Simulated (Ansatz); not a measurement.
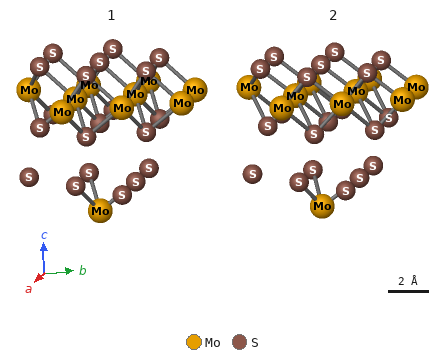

Two geometries of crystalline MoS2 (set up in P1), drawn at one scale. One is the start of a relaxation, the other its converged end. Style: ball-and-stick. Shown: the atoms within 5.0 Å of the atom that moves most (axes of the cell of the calculation), slightly off an axis.

These are results of DFT PBE+D3(BJ), scalar-relativistic, plane waves, PAW (Ansatz), not measurements. Set-up: plane-wave cutoff 420 eV; k-point mesh 12 × 12 × 1; occupations gaussian; smearing width 0.05 eV; no spin polarisation; cell and atoms relaxed; force threshold 0.01 eV/Å; at most 80 steps.

> Which one is relaxed?

Structure 1 is the relaxed one. Case: all atoms moved at random, sigma 0.15 Å for each component, cell strained at random, sigma 0.01; relaxed back. An S atom moves most relative to the cell: 0.35 Å roughly along [−2 −3 0]. By element the largest moves are S 0.35 Å, Mo 0.32 Å. Cell: a 3.121 → 3.149 Å (+0.9 %), b 3.175 → 3.150 Å (−0.8 %), c 24.237 → 24.181 Å (−0.2 %), α 90.4° → 90.0°, β 88.7° → 90.0°, γ 120.5° → 120.0°. Volume +0.4 %. Among the contacts that change: Mo–S 2.731 → 2.399 Å, Mo–S 2.094 → 2.400 Å, Mo–S 2.130 → 2.400 Å, Mo–S 2.213 → 2.400 Å. Among the angles between lasting bonds that change: S–Mo–S 153.7° → 135.5°, S–Mo–S 149.9° → 135.5°, S–Mo–S 121.2° → 135.5°. Within 0.06 Å the space group is P1 at the start and P6_3/mmc at the end; at a tighter tolerance small leftover displacements or strains of the cell lower it. The energy falls by 480 meV per atom in 4 accepted moves (5 points after the start). The largest force component goes from 6.5 to 0.0016 eV/Å. Pressure: 7.36 GPa at the start and −0.01 GPa at the end. At 1 point the geometry stayed and the basis and grid were re-selected for the new cell (energy shift of less than 0.05 meV per atom at most each time). The run took 4 min on 2 threads of Intel(R) Xeon(R) Platinum 8375C CPU @ 2.90GHz (Ice Lake), on a shared host, peak memory 1 GiB.
